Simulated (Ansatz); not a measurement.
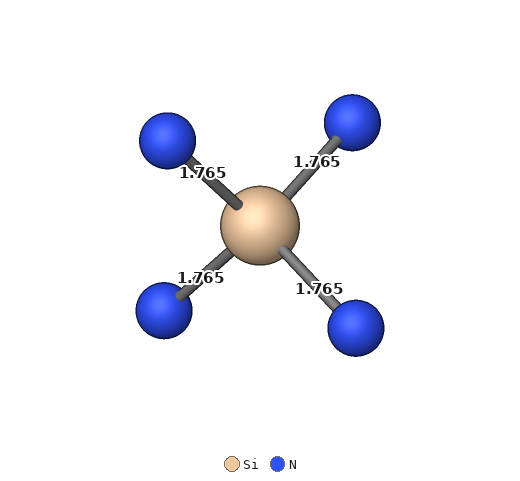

The surroundings of site Si1 (at 0.000, 0.000, 0.500) in Si$_{3}$N$_{4}$ (P-43m), with bond lengths in Å.

Origin of the cell: the end point of a relaxation with DFT PBE, scalar-relativistic, plane waves, PAW in Ansatz; the starting structure was generated, so it need not be a known form of this composition.

```yaml
crystal:
  lattice:
    - [4.13092, 0.00000, 0.00000]
    - [0.00000, 4.13092, 0.00000]
    - [0.00000, 0.00000, 4.13092]
  atoms:
    - { symbol: Si, position: [0.00000, 0.00000, 0.50000] }
    - { symbol: Si, position: [0.00000, 0.50000, 0.00000] }
    - { symbol: Si, position: [0.50000, 0.00000, 0.00000] }
    - { symbol: N, position: [0.23953, 0.23953, 0.23953] }
    - { symbol: N, position: [0.23953, 0.76047, 0.76047] }
    - { symbol: N, position: [0.76047, 0.23953, 0.76047] }
    - { symbol: N, position: [0.76047, 0.76047, 0.23953] }
```

Bond valence s = exp((R0 − d)/b), R0 fitted to published crystal structures with b = 0.37 Å; R0 in Å: Si4+–N 1.740.

**Calculate the bond-valence sum of Si1 from the bonds drawn.**

4 × 0.935 = 3.74 v.u., against a formal valence of 4: underbonded (bonds long for this ion) by 0.26.

**And over the whole structure?**

```json
{"site": "Si1", "x, y, z": "0.000, 0.000, 0.500", "formal valence": "+4", "bond-valence sum": "3.87", "difference": "-0.13"}
{"site": "N1", "x, y, z": "0.240, 0.240, 0.240", "formal valence": "−3", "bond-valence sum": "2.90", "difference": "-0.10"}
```

These sums include all anions within 5 Å. The global instability index (root mean square of the differences over all atoms) is 0.11 v.u.: moderate strain, common in real structures. Cells relaxed with PBE tend to have slightly long bonds, which lowers the sums.
